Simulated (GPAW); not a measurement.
# Quasiparticle gap of NaCl (honeycomb monolayer) in GPAW

Aim: the G0W0 gap of NaCl (honeycomb monolayer) on LDA, step by step.

Method: LDA and many-body steps on it, plane waves, in GPAW 26.7.0.

### Step 1. The structure

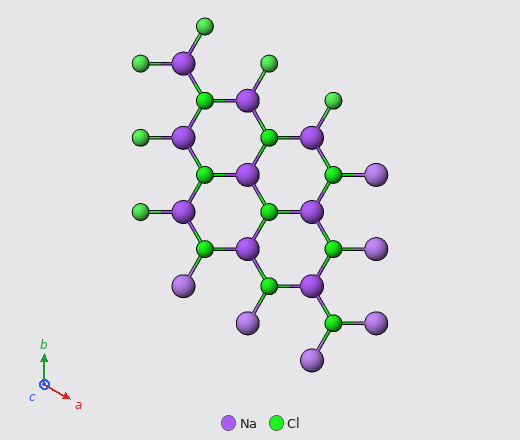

The starting structure, seen from above (sodium purple, chlorine green). 3×3×1 cells are drawn. Some periodic images of atoms are drawn too.

The cell holds 2 atoms: 1 Na and 1 Cl. Cell: a = 4.040 Å, b = 4.040 Å, c = 11.400 Å, α = 90.0°, β = 90.0°, γ = 120.0°. Vacuum lies along c.

The start is a generated structure, not a measured one.

### Step 2. Relaxation

This step: GPAW 26.7.0; DFT, LDA, plane waves, PAW.

A relaxation at this level of theory: leftover forces would pass straight into the levels.

run.py reads:

```python
import json
import numpy as np
from gpaw.mpi import world
from ase import Atoms
from ase.constraints import FixSymmetry
from ase.filters import FrechetCellFilter
from ase.optimize import BFGS
from gpaw import GPAW, PW, FermiDirac

atoms = Atoms(['Na', 'Cl'],
    cell=[[4.0404819994, 0.0000000000, 0.0000000000],
      [-2.0202409997, 3.4991600550, 0.0000000000],
      [0.0000000000, 0.0000000000, 11.4000000000]],
    scaled_positions=[[0.3333333333, 0.6666666667, 0.4824561404],
      [0.6666666667, 0.3333333333, 0.5175438596]],
    pbc=(True, True, False))
atoms.set_constraint(FixSymmetry(atoms))
atoms.calc = GPAW(mode=PW(550),
    xc='LDA',
    kpts={'size': (9, 9, 1), 'gamma': True},
    occupations=FermiDirac(0.02),
    convergence={'density': 1e-5},
    txt='relax.txt')
steps = []
opt = BFGS(FrechetCellFilter(atoms, mask=[1, 1, 0, 0, 0, 1]), logfile='bfgs.log')
opt.attach(lambda: steps.append([atoms.get_potential_energy(), atoms.cell[:], atoms.positions.copy(), atoms.get_forces()]))
converged = opt.run(fmax=0.03, steps=50)
res = {'converged': bool(converged), 'steps': steps, 'cell': atoms.cell[:], 'frac': atoms.get_scaled_positions()}

if world.rank == 0:
    with open('result.json', 'w') as f:
        json.dump(res, f, default=lambda x: x.tolist())
```

Launch:

```
> mpirun -n 4 gpaw python run.py
```

Numbers of over 12 decimals in the logs are rounded to 6 here.

The log of the run:

```text
Step     Time          Energy          fmax
BFGS:    0        -6.531337        1.451110
BFGS:    1        -6.587674        1.206053
BFGS:    2        -6.731281        0.241808
[...]
BFGS:    9        -6.784722        0.076972
BFGS:   10        -6.785276        0.001633
```

It took 39 s on 4 MPI ranks of Arm Neoverse V2, shared host; peak memory 0.98 GiB.

Relaxation path:

| step | energy less that of the first step (eV) | largest force (eV/Å) |
| --- | --- | --- |
| 1 | 0.0000 | 0.1522 |
| 2 | -0.0563 | 0.0841 |
| 3 | -0.1999 | 0.1656 |
| 4 | -0.2088 | 0.2046 |
| 5 | -0.2114 | 0.2148 |
| 6 | -0.2153 | 0.2154 |
| 7 | -0.2233 | 0.1945 |
| 8 | -0.2343 | 0.1394 |
| 9 | -0.2459 | 0.0658 |
| 10 | -0.2534 | 0.0125 |
| 11 | -0.2539 | 0.0016 |

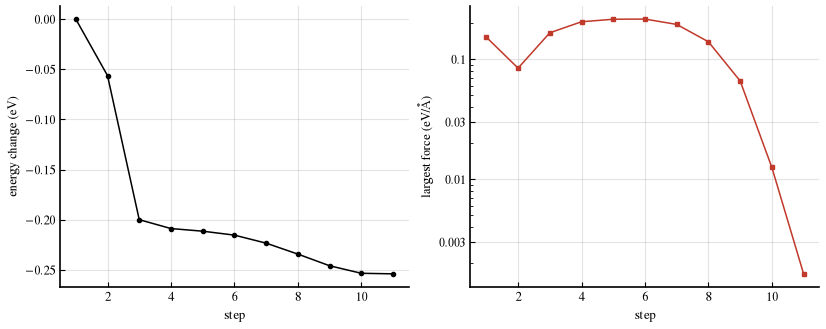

Energy and largest force along the relaxation.

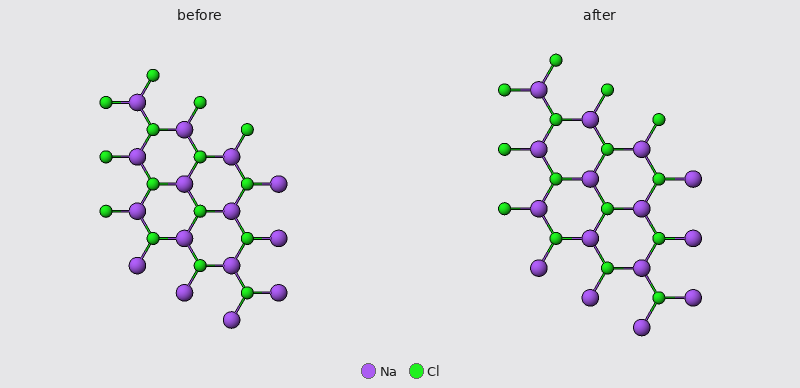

Before and after, at one scale.

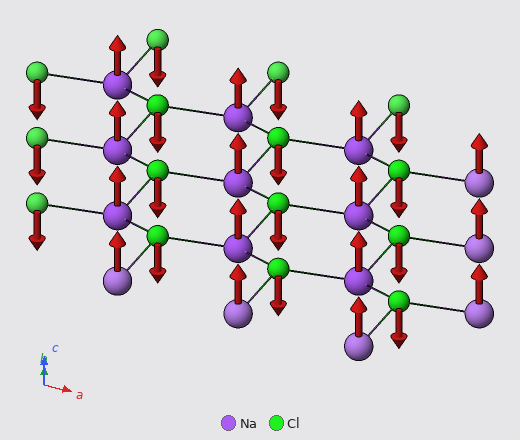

Displacements in the relaxation, exaggerated; the longest in the cell stands for 0.20 Å. 3×3×1 cells are drawn. Some periodic images of atoms are drawn too.

The atoms that moved most (Å):

| atom | dx | dy | dz | length |
| --- | --- | --- | --- | --- |
| Na1 | 0.000 | 0.000 | 0.198 | 0.198 |
| Cl2 | 0.000 | 0.000 | -0.198 | 0.198 |

The relaxed structure:

```xyz
2
Lattice="4.4138 0.0000 0.0000 -2.2069 3.8225 0.0000 0.0000 0.0000 11.4000" Properties=species:S:1:pos:R:3
Na    0.0000    2.5483    5.6981
Cl    2.2069    1.2742    5.7015
```

### Step 3. Ground state

The ground-state density comes first.

run.py reads:

```python
import json
import numpy as np
from gpaw.mpi import world
from ase import Atoms
from gpaw import GPAW, PW, FermiDirac

atoms = Atoms(['Na', 'Cl'],
    cell=[[4.4138396719, 0.0000000000, 0.0000000000],
      [-2.2069198359, 3.8224972841, 0.0000000000],
      [0.0000000000, 0.0000000000, 11.4000000000]],
    scaled_positions=[[0.3333333333, 0.6666666667, 0.4998364960],
      [0.6666666667, 0.3333333333, 0.5001330023]],
    pbc=(True, True, False))
calc = GPAW(mode=PW(450),
    xc='LDA',
    kpts={'size': (9, 9, 1), 'gamma': True},
    occupations=FermiDirac(0.001),
    nbands=-7,
    convergence={'density': 1e-6, 'bands': -3},
    maxiter=100,
    txt='gs.txt')
atoms.calc = calc
res = {'energy': atoms.get_potential_energy()}
kpts = calc.get_ibz_k_points()
res['kpts'] = kpts
res['eigenvalues'] = [calc.get_eigenvalues(kpt=k) for k in range(len(kpts))]
res['n_electrons'] = calc.get_number_of_electrons()
calc.write('gs.gpw')

if world.rank == 0:
    with open('result.json', 'w') as f:
        json.dump(res, f, default=lambda x: x.tolist())
```

Launch:

```
> mpirun -n 4 gpaw python run.py
```

The log of the run:

```text
__  _  _
 | _ |_)|_||  |
 |__||  | ||/\| - 26.7.0

Input parameters:
  mode=PW(ecut=450.000000),
  convergence={'density': 1e-06, 'bands': -3},
  kpts=MonkhorstPack(size=(9, 9, 1), gamma=True),
  maxiter=100,
  nbands=-7,
  occupations=Occupations(name='fermi-dirac', width=0.001, fixmagmom=False),
  xc=XC(name='LDA')
  [... matrices ...]
Diagonalizing LCAO Hamiltonian
Converting LCAO to pw mode

        Na  Cl

Atoms  # Å, Bohr magnetons
|   | symbol |         x |        y |        z |    initial magnetic moments |
| 0 |     Na | -0.000000 | 2.548332 | 5.698136 | ( 0.0000,  0.0000,  0.0000) |
| 1 |     Cl |  2.206920 | 1.274166 | 5.701516 | ( 0.0000,  0.0000,  0.0000) |

Unit cell  # Å
| periodic |         x |        y |         z |   lengths |     angles |
|      yes |  4.413840 | 0.000000 |  0.000000 |  4.413840 |  90.000000 |
|      yes | -2.206920 | 3.822497 |  0.000000 |  4.413840 |  90.000000 |
|       no |  0.000000 | 0.000000 | 11.400000 | 11.400000 | 120.000000 |

Number of symmetries: 6
Symmetry operations  # r_c * U_cc + t_c -> r_c
|   | kind |            matrix            |
| 0 |  σ   |  1, 1, 0,  0,-1, 0,  0, 0, 1 |
| 1 |  E   |  1, 0, 0,  0, 1, 0,  0, 0, 1 |
| 2 |  C3  |  0, 1, 0, -1,-1, 0,  0, 0, 1 |
| 3 |  σ   |  0,-1, 0, -1, 0, 0,  0, 0, 1 |
| 4 |  σ   | -1, 0, 0,  1, 1, 0,  0, 0, 1 |
| 5 |  C3  | -1,-1, 0,  1, 0, 0,  0, 0, 1 |

BZ-sampling:
  Number of BZ points: 81
  Number of IBZ points: 12

  Monkhorst-Pack size: [9, 9, 1]
  Monkhorst-Pack shift: [0, 0, 0]

K-points  # in reciprocal-cell coordinates
|     |                                coordinates |     weight |
|   0 | (  0.00000000,   0.00000000,   0.00000000) | 0.01234568 |
|   1 | (  0.11111111,   0.00000000,   0.00000000) | 0.07407407 |
|   2 | (  0.22222222,  -0.11111111,   0.00000000) | 0.07407407 |
|   3 | (  0.22222222,   0.00000000,   0.00000000) | 0.07407407 |
|   4 | (  0.33333333,  -0.11111111,   0.00000000) | 0.14814815 |
|   5 | (  0.33333333,   0.00000000,   0.00000000) | 0.07407407 |
|   6 | (  0.33333333,   0.33333333,   0.00000000) | 0.02469136 |
|   7 | (  0.44444444,  -0.22222222,   0.00000000) | 0.07407407 |
|   8 | (  0.44444444,  -0.11111111,   0.00000000) | 0.14814815 |
|   9 | (  0.44444444,   0.00000000,   0.00000000) | 0.07407407 |
| ... |                                            |            |
|  11 | (  0.44444444,   0.44444444,   0.00000000) | 0.07407407 |

Plane wave coefficients: 4185
Cutoff: 450.000000 eV

Spin-components: 1 (collinear spins)
Bands:           14
Projectors:      10
Spin-degeneracy: 2
Datatype:        complex128

  Storage: CPU
  Wave functions: 11_249_280 bytes (2_812_320 per core)
  Projectors: 16_873_920 bytes (4_218_480 per core)
  [... matrices ...]
Parallelization:
  kpt:    4
  domain: 1
  band:   1

Density:
  Valence electrons: 14.0
  Components: 1
  Grid points: [24 24 56]
  Charge: 0.0  # |e|

Potential:
  Grid points: [24 24 56]

species:
  Na:
    name:    Sodium
    Z:       11.0
    valence: 7
    core:    4
    charge:  0.0  # [|e|]
    compensation charges:
      type: gauss
      rc: 0.37  # [Å]
      lmax: 2
    cutoffs:
      filter: 2.17  # [Å]
      core: 2.59  # [Å]
    projectors
    | kind |    occ | energy [eV] | rcut [Å] |
    |   3s |  1.000 |      -2.819 |    1.201 |
    |   2p |  6.000 |     -28.826 |    1.217 |
    |   3p |  0.000 |      -0.774 |    1.217 |
    |    s |        |      24.392 |    1.201 |
    |    d |        |       0.000 |    1.238 |

    Using partial waves for Na as LCAO basis

  Cl:
    name:    Chlorine
    Z:       17.0
    valence: 7
    core:    10
    charge:  0.0  # [|e|]
    compensation charges:
      type: gauss
      rc: 0.25  # [Å]
      lmax: 2
    cutoffs:
      filter: 1.40  # [Å]
      core: 1.49  # [Å]
    projectors
    | kind |    occ | energy [eV] | rcut [Å] |
    |   3s |  2.000 |     -20.688 |    0.794 |
    |   3p |  5.000 |      -8.701 |    0.794 |
    |    s |        |       6.523 |    0.794 |
    |    p |        |      18.511 |    0.794 |
    |    d |        |       0.000 |    0.794 |

    Using partial waves for Cl as LCAO basis

Reference energy: -16917.838178  # eV

eigensolver:
  PPCG
  Converge bands: -3
  niter=2

density mixing:
  MSR1-Mixer
  Pratt-step length: 0.05
  Maximum mixing coefficient: 0.75
  Old densities: 10
  SVD Regularization: 0.005
  Good broyden scale: 1.0
  Trust region scale: 1.0
  Backstep threshold: 4.0
  History deletion threshold: 6.0
  Fourier metric: weight=20.0, sigma=0.015

occupation numbers:
  Fermi-Dirac:
    width: 0.0010  # eV

poisson solver:
  ecut: 3600.000000  # eV

xc functional:
  name: None

Initialization done in: 0.564 s

convergence criteria:
- Maximum integral of absolute [dens]ity change: 1e-06 electrons / valence electron
- Maximum [total energy] change in last 3 cyles: 0.0005 eV / valence electron
- Maximum integral of absolute [eigenst]ate change: 4e-08 eV^2 / valence electron
maximum number of iterations: 100

SCF iterations
|iter     |     time |      energy | eigst |  dens |
|iter:   1|  |   -7.032345 | +0.88 |       |
|iter:   2|  |   -6.980122 | +0.07 | -1.17 |
|iter:   3|  |   -6.767688 | -0.99 | -1.21 |
|iter:   4|  |   -6.767873 | -1.93 | -1.68 |
|iter:   5|  |   -6.768887c| -2.97 | -2.15 |
|iter:   6|  |   -6.768911c| -4.08 | -3.10 |
|iter:   7|  |   -6.768915c| -5.19 | -3.50 |
|iter:   8|  |   -6.768915c| -6.19 | -4.51 |
|iter:   9|  |   -6.768915c| -7.31 | -4.98 |
|iter:  10|  |   -6.768915c| -7.71c| -5.64 |
|iter:  11|  |   -6.768915c| -8.25c| -6.45c|

Converged in 11 steps
SCF loop duration: 2.469 s (0.224 s/step)
Energy contributions relative to reference atoms: (reference = -16917.838178)
  [... matrices ...]
Energy contributions:
  Kinetic:           8.345555
  Coulomb:          -8.230344
  Zero:             -0.040985
  External:          0.000000
  Xc:               -6.843141
  Entropy:          -0.000000
  Spinorbit:         0.000000
  ----------------------------
  Free energy:      -6.768915
  Extrapolated:     -6.768915

dipole moment: (-0.860007, 0.496523, -0.001737)  # |e|*Ang

Fermi level: -4.046
Eigenvalues  # (at kpt = [0.000, 0.000, 0.000])
| band index |      eig [eV] | occ [0-2] |
|          0 |       -26.465 |     2.000 |
|          1 |       -26.411 |     2.000 |
|          2 |       -26.411 |     2.000 |
|          3 |       -17.530 |     2.000 |
|          4 |        -5.814 |     2.000 |
|          5 |        -5.773 |     2.000 |
|          6 |        -5.773 |     2.000 |
|          7 |        -0.510 |     0.000 |
|          8 |         1.313 |     0.000 |
|          9 |         1.620 |     0.000 |
|         10 |         3.907 |     0.000 |
|         11 |         4.785 |     0.000 |
|         12 |         5.098 |     0.000 |
|         13 |         5.098 |     0.000 |

Gap: 5.092 eV
Transition (v -> c):
  (s=0, k=6, n=6, [0.33, 0.33, 0.00]) -> (s=0, k=0, n=7, [0.00, 0.00, 0.00])
Direct/indirect transitions are different
Direct gap: 5.263 eV
Transition at: (s=0, k=0, n=6, [0.00, 0.00, 0.00])
vacuum-level: 1.432  # V
# Writing to gs.gpw (mode='')
  [... matrices ...]
```

Elapsed: 4.5 s, on 4 MPI ranks; peak memory 0.71 GiB.

This step gave:

| Quantity | Value |
| --- | --- |
| total energy | -6.769 eV |
| gap | 5.092 eV |
| k of the valence top | 0.3333, 0.3333, 0 |
| k of the conduction bottom | 0, 0, 0 |
| least direct gap | 5.263 eV |

The gap is indirect, with the least direct gap 0.17 eV higher.

### Step 4. Bands along the symmetry lines

The cheap functional maps the bands first; the places of the edges decide which points the dearer methods must see.

run.py reads:

```python
import json
import numpy as np
from gpaw.mpi import world
from gpaw import GPAW

path = [[0.000000, 0.000000, 0.000000],
    [0.062500, 0.000000, 0.000000],
    [0.125000, 0.000000, 0.000000],
    [0.187500, 0.000000, 0.000000],
    [0.250000, 0.000000, 0.000000],
    [0.312500, 0.000000, 0.000000],
    [0.375000, 0.000000, 0.000000],
    [0.437500, 0.000000, 0.000000],
    [0.500000, 0.000000, 0.000000],
    [0.479167, 0.041667, 0.000000],
    [0.458333, 0.083333, 0.000000],
    [0.437500, 0.125000, 0.000000],
    [0.416667, 0.166667, 0.000000],
    [0.395833, 0.208333, 0.000000],
    [0.375000, 0.250000, 0.000000],
    [0.354167, 0.291667, 0.000000],
    [0.333333, 0.333333, 0.000000],
    [0.291667, 0.291667, 0.000000],
    [0.250000, 0.250000, 0.000000],
    [0.208333, 0.208333, 0.000000],
    [0.166667, 0.166667, 0.000000],
    [0.125000, 0.125000, 0.000000],
    [0.083333, 0.083333, 0.000000],
    [0.041667, 0.041667, 0.000000],
    [0.000000, 0.000000, 0.000000]]
calc = GPAW('gs.gpw').fixed_density(kpts=path,
    symmetry='off',
    nbands=17,
    convergence={'bands': 13},
    txt='bands.txt')
res = {}
kpts = calc.get_ibz_k_points()
res['kpts'] = kpts
res['eigenvalues'] = [calc.get_eigenvalues(kpt=k) for k in range(len(kpts))]
res['n_electrons'] = calc.get_number_of_electrons()

if world.rank == 0:
    with open('result.json', 'w') as f:
        json.dump(res, f, default=lambda x: x.tolist())
```

Launch:

```
> mpirun -n 4 gpaw python run.py
```

The log of the run:

```text
Diagonalizing LCAO Hamiltonian
Converting LCAO to pw mode
convergence criteria:
- Maximum integral of absolute [eigenst]ate change: 4e-08 eV^2 / valence electron
maximum number of iterations: 100

SCF iterations
|iter     |     time |      energy | eigst |  dens |
|iter:   1|  |             | +1.95 |       |
|iter:   2|  |             | +0.62 |       |
|iter:   3|  |             | -0.91 |       |
[...]
|iter:   8|  |             | -6.31 |       |
|iter:   9|  |             | -7.34 |       |
|iter:  10|  |             | -7.84c|       |
SCF steps: 10
  __  _  _
 | _ |_)|_||  |
 |__||  | ||/\| - 26.7.0

Input parameters:
  mode=PW(ecut=450.000000),
  convergence={'bands': 13},
  gpts=array([24, 24, 56]),
  kpts=KPoints(kpts=array([[0.      , 0.      , 0.      ],
         [0.0625  , 0.      , 0.      ],
         [0.125   , 0.      , 0.      ],
         [0.1875  , 0.      , 0.      ],
[...]
[0.479167, 0.041667, 0.      ],
         [0.458333, 0.083333, 0.      ],
[...]
[0.416667, 0.166667, 0.      ],
[...]
[0.25    , 0.25    , 0.      ],
[...]
[0.125   , 0.125   , 0.      ],
         [0.083333, 0.083333, 0.      ],
         [0.041667, 0.041667, 0.      ],
         [0.      , 0.      , 0.      ]])),
  maxiter=100,
  nbands=17,
  occupations=Occupations(name='fermi-dirac', width=0.001, fixmagmom=False),
  parallel={},
  symmetry=Symmetry(point_group=False, time_reversal=False),
  xc=XC(name='LDA')
  [... matrices ...]
timing:  # [seconds]
  Total: 0.019  # ━━━━━━━━━━━━━━━━━━━━━━━━━━━━━━━━━━━━━━━━━━━━━━━━━━━━━━━━━━━
```

Elapsed: 7.1 s, on 4 MPI ranks; peak memory 0.78 GiB; 28 s of CPU time.

This step gave:

* gap: 5.092 eV
* k of the valence top: 0.3333, 0.3333, 0
* k of the conduction bottom: 0, 0, 0
* least direct gap: 5.263 eV

The gap is 5.092 eV, as in the run before at this level.

The electronic bands at the labelled points (eV, zero at the top of the highest filled band; v1 is the highest filled band, c1 the lowest empty one):

| point | v4 | v3 | v2 | v1 | c1 | c2 | c3 | c4 |
| --- | --- | --- | --- | --- | --- | --- | --- | --- |
| Γ | -11.93 | -0.21 | -0.17 | -0.17 | 5.09 | 6.91 | 7.22 | 9.51 |
| M | -11.80 | -0.98 | -0.28 | -0.02 | 7.42 | 7.77 | 8.24 | 9.36 |
| K | -11.79 | -0.75 | -0.66 | 0.00 | 8.39 | 8.40 | 8.48 | 8.78 |
| Γ | -11.93 | -0.21 | -0.17 | -0.17 | 5.09 | 6.91 | 7.22 | 9.51 |

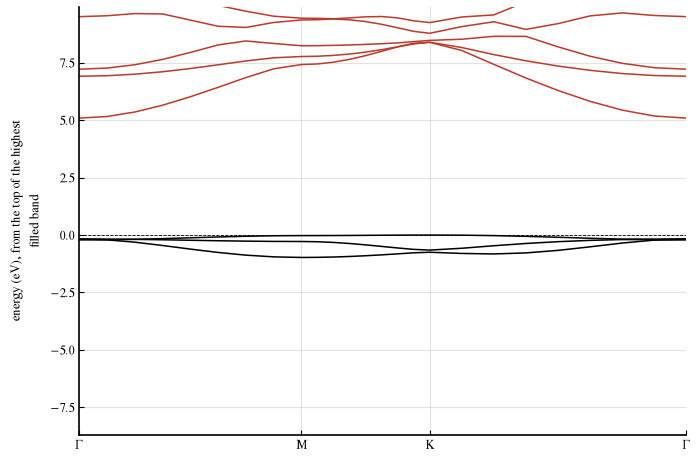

Electronic bands along the path; lines of filled and empty bands in two colours.

### Step 5. Empty states on the mesh, 6×6×1 mesh, 322 bands

The sums over transitions need many empty states on a uniform mesh; this step solves for them.

run.py reads:

```python
import json
import numpy as np
from gpaw.mpi import world
from gpaw import GPAW

calc = GPAW('gs.gpw').fixed_density(kpts={'size': (6, 6, 1), 'gamma': True},
    parallel={'domain': 1, 'band': 1},
    txt='nscf.txt')
calc.diagonalize_full_hamiltonian(nbands=322)
calc.write('full.gpw', mode='all')
res = {}
kpts = calc.get_ibz_k_points()
res['kpts'] = kpts
res['eigenvalues'] = [calc.get_eigenvalues(kpt=k) for k in range(len(kpts))]
res['n_electrons'] = calc.get_number_of_electrons()

if world.rank == 0:
    with open('result.json', 'w') as f:
        json.dump(res, f, default=lambda x: x.tolist())
```

Launch:

```
> mpirun -n 4 gpaw python run.py
```

The log of the run:

```text
Diagonalizing LCAO Hamiltonian
Converting LCAO to pw mode
convergence criteria:
- Maximum integral of absolute [eigenst]ate change: 4e-08 eV^2 / valence electron
maximum number of iterations: 100

SCF iterations
|iter     |     time |      energy | eigst |  dens |
|iter:   1|  |             | +0.86 |       |
|iter:   2|  |             | +0.13 |       |
|iter:   3|  |             | -1.47 |       |
[...]
|iter:   7|  |             | -5.79 |       |
|iter:   8|  |             | -6.62 |       |
|iter:   9|  |             | -7.55c|       |
SCF steps: 9
  __  _  _
 | _ |_)|_||  |
 |__||  | ||/\| - 26.7.0

Input parameters:
  mode=PW(ecut=450.000000),
  convergence={'density': 1e-06, 'bands': -3},
  gpts=array([24, 24, 56]),
  kpts=MonkhorstPack(size=(6, 6, 1), gamma=True),
  maxiter=100,
  nbands=14,
  occupations=Occupations(name='fermi-dirac', width=0.001, fixmagmom=False),
  parallel={'domain': 1, 'band': 1},
  xc=XC(name='LDA')
Matrix size: 4185x4185
# Writing to full.gpw (mode='all')
  [... matrices ...]

timing:  # [seconds]
  Total: 105.231  # ━━━━━━━━━━━━━━━━━━━━━━━━━━━━━━━━━━━━━━━━━━━━━━━━━━━━━━━━━
```

Wall time 1.8 min (4 MPI ranks); peak memory 5.5 GiB.

This step gave:

```yaml
gap: 5.092 eV
k_of_the_valence_top: 0.3333, 0.3333, 0
k_of_the_conduction_bottom: 0, 0, 0
least_direct_gap: 5.263 eV
k_points_computed: 7
lowest_point_of_the_top_converged_band_above_the_valence_top: 83.3948 eV
```

On this mesh the gap is 5.092 eV.

(Part 1 of 2 ends here.)

[Paths, hosts, dates, memory and timing lines, banners, echoed tables and standing remarks are left out of the program output.]

[Logs are printed without paths, hosts, clocks, repeated set-up lines and the standing remarks that a program may print on its own settings, such as how far it seeks lower states.]

[Runs of the session that timed out or met a known fault of the program may be left out.]

[Hosts, paths, dates, database ids (printed as entryN), source tags and the programs' standing remarks are cut or masked in the printed files.]
